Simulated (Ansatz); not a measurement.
**Single-point calculation of Ge**

Ge (8 atoms in the cell), computed with DFT LDA, scalar-relativistic, plane waves, PAW, PAW set soft_1, no spin polarisation (Ansatz 0.2.0).

The structure derives from a Materials Project entry. Figures and captions count atoms from 1; the log counts them from 0 in places.

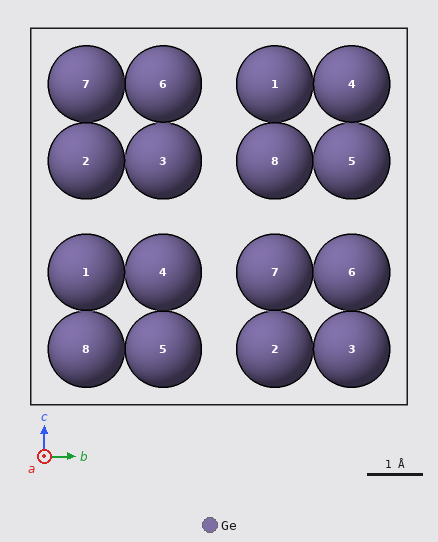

The structure as given in the input (spheres-only view of the cell 2 times as large as that of the calculation, set on its symmetry axes, along the a axis; atoms are numbered from 1 in the order of the input).

Results in brief

- outcome: converged
- space group (tolerance 0.01 Å): Ia-3 (206)
- electrons treated: 112
- free energy: −33724.8818 eV
- Fermi energy: 9.603 eV
- gap on the k-point mesh: none (metallic)
- pressure: 0.01 GPa
- largest force (length of the vector): 0.007 eV/Å
- hardware: 4 threads of Arm Neoverse V1, 24 GiB of memory available, shared host
- wall time: 10 s (CPU time 37 s)
- peak memory: 0.69 GiB

Notes

The program warns: the PAW datasets were made with another functional.

Input file
```yaml
crystal:
  lattice:
    - [-3.4374563581, 3.4374563581, 3.4374563581]
    - [3.4374563581, -3.4374563581, 3.4374563581]
    - [3.4374563581, 3.4374563581, -3.4374563581]
  atoms:
    - { symbol: Ge, position: [0.5, 0.0, 0.7958727303] }
    - { symbol: Ge, position: [0.7958727303, 0.5, 0.0] }
    - { symbol: Ge, position: [0.0, 0.7958727303, 0.5] }
    - { symbol: Ge, position: [0.7041272697, 0.7041272697, 0.7041272697] }
    - { symbol: Ge, position: [0.5, 0.0, 0.2041272697] }
    - { symbol: Ge, position: [0.2041272697, 0.5, 0.0] }
    - { symbol: Ge, position: [0.0, 0.2041272697, 0.5] }
    - { symbol: Ge, position: [0.2958727303, 0.2958727303, 0.2958727303] }
basis:
  ecutwfc: 420
kpoints:
  mp_grid: { grid: [8, 8, 8] }
hamiltonian:
  xc: lda
  pseudopotentials: { kind: paw, azcp: { folder: soft_1 } }
scf:
  occupations: { method: gaussian, width: 0.15 }
output:
  forces: true
  stress: true
  eigenvalues: true
  write_density: true
  write_potential: true
  elf: true
  volumetric_format: npy
```

Launched with:
```bash
ansatz run input.yaml --threads 4 --pin off --max-ram 8192MiB --backend cpu --events-out ev --progress --plain --runs-dir out
```

Log
```
Warning: [file] the record states the generating functional pbe (its physics header spells it `PBE`), which answers neither for hamiltonian.xc's functional nor for the lda family's — results may be inconsistent (PPs are generated against a specific XC)
Engine: ansatz 0.2.0, aarch64-unknown-linux-gnu
Pseudopotentials: kind: paw
Pseudopotential: Ge, paw, valence charge 14, recommended cutoff 420 eV (normal), [file]
Functional definition: SPW92
  exchange = slater_x
  correlation = pw_c
Crystal: 8 atoms, lattice volume = 162.469 Å³
Basis set: ecut = 420 eV, 3103 PW (Γ)
Bands: 68, of which v1, the nominal top of the filled ones, is band 56 counted from 1 (55 counted from 0)
Symmetry: 24 space group operations
Space group: Ia-3 (ITA 206), of the structure as read, at distance tolerance 5.5e-5 Å
k-points: 35 of 512
Non-local potential: Ge, projectors of the file, l = 0: 2, l = 1: 2, l = 2: 3, l = 3: 1
PAW form: soft (Blöchl's): semilocal exchange-correlation on the pseudo side does not see the compensation charge
PAW frozen core: Ge, regenerated for the run's functional, and the local potential with it (the file was generated under x = pbe(κ = 0.804, μ = 0.2195149727645171), c = pbe(β = 0.06672455060314922))
PAW one-centre angular grid: Ge, 590 points (default); XC on 64 Gauss nodes
Initial density: superposition of atomic densities (chi_scale 0.1, normalization cell)
Initial wavefunctions: pseudopotential atomic-orbital guess
Functional: x = slater, c = lda
SCF iter   1: F=—  HF=-33725.239198 eV  |F-HF|=—  |Δ(HF+E_count)|=         —  Δρ=3.33e-2  dr2=1.53e0  ethr=3.10e-3  ⟨swp⟩=5.8  Hψ=8455  notcnv=0
preconditioner: auto → Kerker (q_TF=auto, 2.564 Å⁻¹)  [metal: Δε(μ)=0.049 eV  Ē_g=22.515 eV  σ=0.150 eV  W_gap=0.18  n_scr=42 (ndim 8)  ℏωp=30.8 eV  f_vac=0.000  D(μ)=1.20/eV (n_scr^D=0)]
SCF iter   2: F=—  HF=-33725.051038 eV  |F-HF|=—  |Δ(HF+E_count)|=   1.88e-1  Δρ=2.13e-2  dr2=6.88e-1  ethr=1.36e-3  ⟨swp⟩=2.0  Hψ=3003  notcnv=0  defer=123
SCF iter   3: F=—  HF=-33724.890138 eV  |F-HF|=—  |Δ(HF+E_count)|=   1.61e-1  Δρ=2.85e-3  dr2=1.87e-2  ethr=6.14e-4  ⟨swp⟩=2.0  Hψ=3082  notcnv=0  defer=123
SCF iter   4: F=—  HF=-33724.882995 eV  |F-HF|=—  |Δ(HF+E_count)|=   7.14e-3  Δρ=1.83e-3  dr2=6.66e-3  ethr=1.67e-5  ⟨swp⟩=2.0  Hψ=3753  notcnv=0  defer=124
SCF iter   5: F=—  HF=-33724.881806 eV  |F-HF|=—  |Δ(HF+E_count)|=   1.19e-3  Δρ=4.82e-4  dr2=3.93e-4  ethr=5.95e-6  ⟨swp⟩=2.0  Hψ=4201  notcnv=0  defer=124
SCF iter   6: F=—  HF=-33724.881808 eV  |F-HF|=—  |Δ(HF+E_count)|=   2.65e-6  Δρ=8.96e-5  dr2=1.46e-5  ethr=3.51e-7  ⟨swp⟩=3.0  Hψ=4386  notcnv=0  defer=124
SCF iter   7: F=—  HF=-33724.881812 eV  |F-HF|=—  |Δ(HF+E_count)|=   3.56e-6  Δρ=1.72e-5  dr2=3.85e-7  ethr=1.30e-8  ⟨swp⟩=3.0  Hψ=4364  notcnv=0  defer=130
SCF iter   8: F=-33724.881812 eV  HF=-33724.881812 eV  |F-HF|=8.72e-9  |Δ(HF+E_count)|=   9.72e-8  Δρ=4.46e-6  dr2=4.40e-8  ethr=8.93e-11  ⟨swp⟩=12.8  Hψ=15795  notcnv=0
SCF 1 converged in 8 iterations: F = -33724.881812 eV  dr2 = 4.40e-8
  greatest PAW one-centre occupation: 0.998 electrons in one spin orbital (limit 2), on the Ge atom at site 7 (counted from 0), in its partial waves of l = 2
```

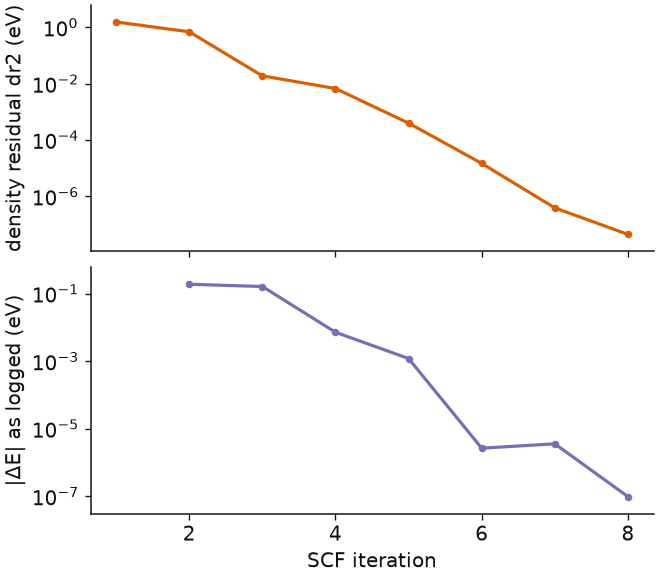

Convergence of the self-consistent field: density residual dr2 and size of the energy change against the SCF iteration. The residual falls at every step.

```
SCF converged after 8 iterations
Free energy (F): -33724.881812 eV
Harris-Foulkes:  -33724.881812 eV  (|F-HF|=8.72e-9)
Internal energy: -33724.867421 eV  (E = F + TS)
E sigma→0 (E₀):  -33724.874616 eV
Entropy (-TS):   -0.014391 eV (-1.799 meV/atom)
Fermi energy:    9.602959 eV
--- Per-component energies (eV) ---
  E_band       = -1092.935526
  E_kinetic    = 748.169026
  E_local      = -16806.201318  (includes V_loc(G=0)·N_el)
  E_nonlocal   = 1763.736953
  E_hartree    = 8041.286722
  E_xc         = -573.824514
  E_vxc        = -528.059871  (∫ρ·V_xc dr)
  E_paw        = -15470.994002  (= ΣΔE_a)
  E_vpaw       = -2353.156132  (= ΣTr[D̂ρ^β])
  E_aug_tail   = 0.000130  (compensation charges beyond the density's cutoff)
  E_ewald      = -11442.307030
  E_core_change = 15.266612  (= ΣΔE_core)
  E_smearing   = -0.014391  (= −TS)
  E_closure    = 0.000000  (closes the sum)
  Σ components = -33724.881812   (vs F -33724.881812, Δ=0.00e0)
--- Forces (eV/Å), atoms counted from 1 ---
  atom   1  Ge    -0.00393265    -0.00393265     0.00393265
  atom   2  Ge     0.00393265    -0.00393265    -0.00393265
  atom   3  Ge    -0.00393265     0.00393265    -0.00393265
  atom   4  Ge     0.00393265     0.00393265     0.00393265
  atom   5  Ge     0.00393265     0.00393265    -0.00393265
  atom   6  Ge    -0.00393265     0.00393265     0.00393265
  atom   7  Ge     0.00393265    -0.00393265     0.00393265
  atom   8  Ge    -0.00393265    -0.00393265    -0.00393265
  max |Σ_I F_I| component: 6.42e-17 eV/Å
--- Stress (GPa, compression-positive) ---
        0.012378       0.000000       0.000000
        0.000000       0.012378       0.000000
        0.000000       0.000000       0.012378
  P = ⅓ Tr σ = 0.0124 GPa (0.124 kbar)
--- Band table (eV; the first three rows and the last of 35) ---
  k-point 0: bands = ["-15.4148", "-15.4084", "-15.4084", "-15.4084", "-15.3986", "-15.3986", "-15.3945", "-15.3945", "-15.3490", "-15.3490", "-15.3490", "-15.2806", "-15.2806", "-15.2806", "-15.2481", "-15.2481", "-15.2481", "-15.2289", "-15.2289", "-15.2149", "-15.2149", "-15.2149", "-15.1873", "-15.1873", "-15.1873", "-15.1834", "-15.1495", "-15.1495", "-15.1352", "-15.1352", "-15.1352", "-15.1216", "-15.1216", "-15.1216", "-15.1084", "-15.1084", "-15.1084", "-15.0383", "-15.0383", "-15.0383", "-3.6073", "0.1458", "0.7359", "0.7359", "0.7359", "2.5435", "2.5435", "2.5435", "4.9126", "4.9126", "5.8343", "5.8343", "5.8343", "8.2201", "8.2201", "8.7609", "11.2360", "11.2360", "11.2360", "13.5425", "13.5425", "13.5425", "14.5595", "14.5595", "14.5595", "16.4201", "16.4201", "16.4201"]
  k-point 1: bands = ["-15.4152", "-15.4125", "-15.4088", "-15.4068", "-15.3948", "-15.3946", "-15.3934", "-15.3915", "-15.3488", "-15.3469", "-15.3439", "-15.2879", "-15.2856", "-15.2830", "-15.2573", "-15.2488", "-15.2408", "-15.2308", "-15.2250", "-15.2204", "-15.2190", "-15.2180", "-15.2006", "-15.1845", "-15.1825", "-15.1656", "-15.1560", "-15.1510", "-15.1401", "-15.1397", "-15.1346", "-15.1199", "-15.1170", "-15.1153", "-15.1085", "-15.1047", "-15.1039", "-15.0402", "-15.0395", "-15.0390", "-3.5167", "-0.0578", "0.4019", "0.5437", "0.8933", "2.4239", "2.7351", "2.8638", "4.7886", "5.0667", "6.0576", "6.1753", "6.2950", "7.7816", "7.9751", "8.5914", "11.1670", "11.6890", "11.7688", "12.7720", "12.8152", "13.2301", "14.2813", "14.6897", "14.8798", "15.6248", "15.7715", "15.8597"]
  k-point 2: bands = ["-15.4169", "-15.4165", "-15.4072", "-15.4035", "-15.3935", "-15.3894", "-15.3875", "-15.3785", "-15.3509", "-15.3430", "-15.3308", "-15.2988", "-15.2932", "-15.2897", "-15.2757", "-15.2536", "-15.2394", "-15.2348", "-15.2321", "-15.2270", "-15.2229", "-15.2086", "-15.2057", "-15.1823", "-15.1728", "-15.1702", "-15.1573", "-15.1553", "-15.1436", "-15.1423", "-15.1348", "-15.1168", "-15.1088", "-15.1055", "-15.1046", "-15.0996", "-15.0940", "-15.0450", "-15.0431", "-15.0412", "-3.2463", "-0.6488", "-0.0176", "0.2063", "1.1505", "2.1566", "3.1009", "3.5217", "4.7263", "5.5603", "6.4195", "6.8944", "7.0715", "7.3558", "7.4050", "8.6363", "10.5175", "11.1237", "12.1154", "12.4555", "12.7121", "13.0784", "13.4709", "13.6527", "14.9394", "15.0748", "15.2199", "16.2352"]
  k-point 34: bands = ["-15.4207", "-15.4207", "-15.4207", "-15.3673", "-15.3673", "-15.3673", "-15.3613", "-15.3613", "-15.3613", "-15.3105", "-15.3105", "-15.3105", "-15.3023", "-15.2883", "-15.2883", "-15.2764", "-15.2764", "-15.2764", "-15.2387", "-15.2387", "-15.2387", "-15.2064", "-15.2064", "-15.2031", "-15.2031", "-15.2031", "-15.1622", "-15.1622", "-15.1622", "-15.1142", "-15.1142", "-15.1142", "-15.0782", "-15.0782", "-15.0719", "-15.0719", "-15.0675", "-15.0675", "-15.0675", "-15.0578", "-1.3952", "-1.3952", "-1.3952", "0.1577", "0.1577", "0.1577", "3.6461", "5.9951", "5.9951", "5.9951", "7.1048", "7.1048", "7.1048", "7.9931", "10.0481", "10.0481", "10.0481", "11.0867", "12.0520", "12.4772", "12.4772", "12.4772", "12.9070", "12.9070", "12.9070", "13.6720", "13.6720", "13.6720"]
```

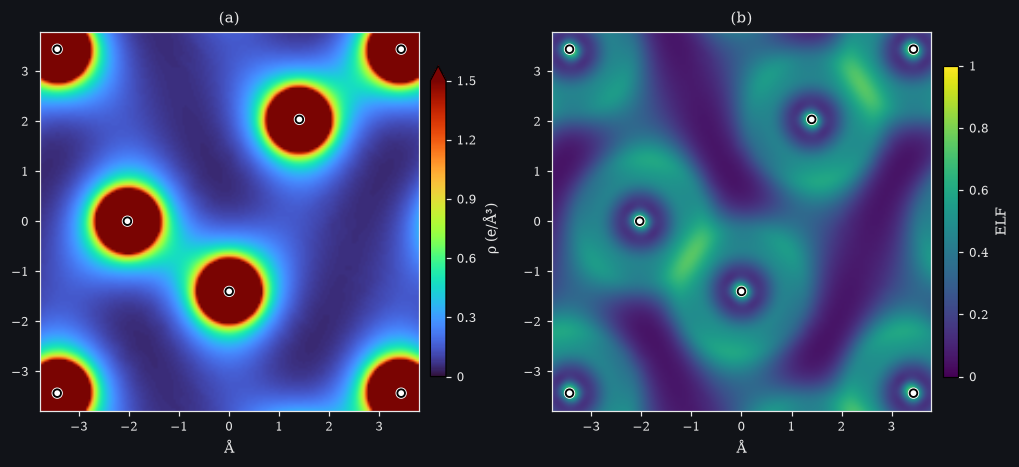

(a) valence pseudo-density; (b) electron localisation function on the (100) plane of the conventional cell. Circles mark the nuclei in the plane (Ge). The section cuts through Ge sites. Away from the nuclei the density in this plane falls to 0.05 e/Å³ at its lowest. The strong features right at Ge lie inside the PAW spheres (semicore, d or f shells) and say nothing about bonding. In a PAW calculation such maps are meaningful between the atoms, not at the nuclei.

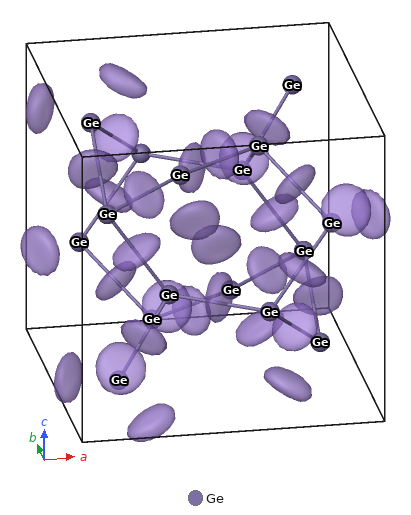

Isosurface of the ELF at 0.65 (purple), seen at an oblique angle. Only the valence region is drawn (cores and ρ < 0.01 e/Å³ removed). Sticks mark near contacts. The outline is the cell set on symmetry axes. Along the contacts the grid gives the following. Ge–Ge (2.43 Å): the ELF peaks at about 0.75 between the atoms (a covalent bond).

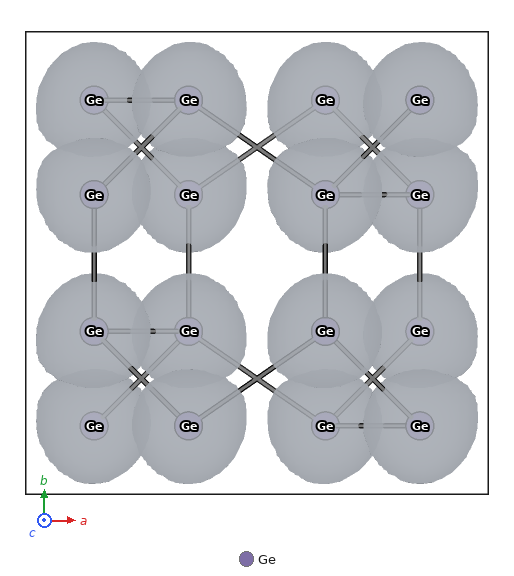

Isosurface of the valence pseudo-density at 0.6 e/Å³ (grey), seen along the c axis. Sticks mark near contacts. The outline is the cell set on symmetry axes. At this value the density breaks into separate islands; it holds about 75 % of the electrons treated as valence (semicore included). It is pinched off along the Ge–Ge (2.43 Å) and Ge–Ge (2.47 Å) contacts. On the grid the lowest density along these lines, outside the cores, is 0.5 e/Å³ (Ge–Ge, 2.43 Å) and 0.47 e/Å³ (Ge–Ge, 2.47 Å).
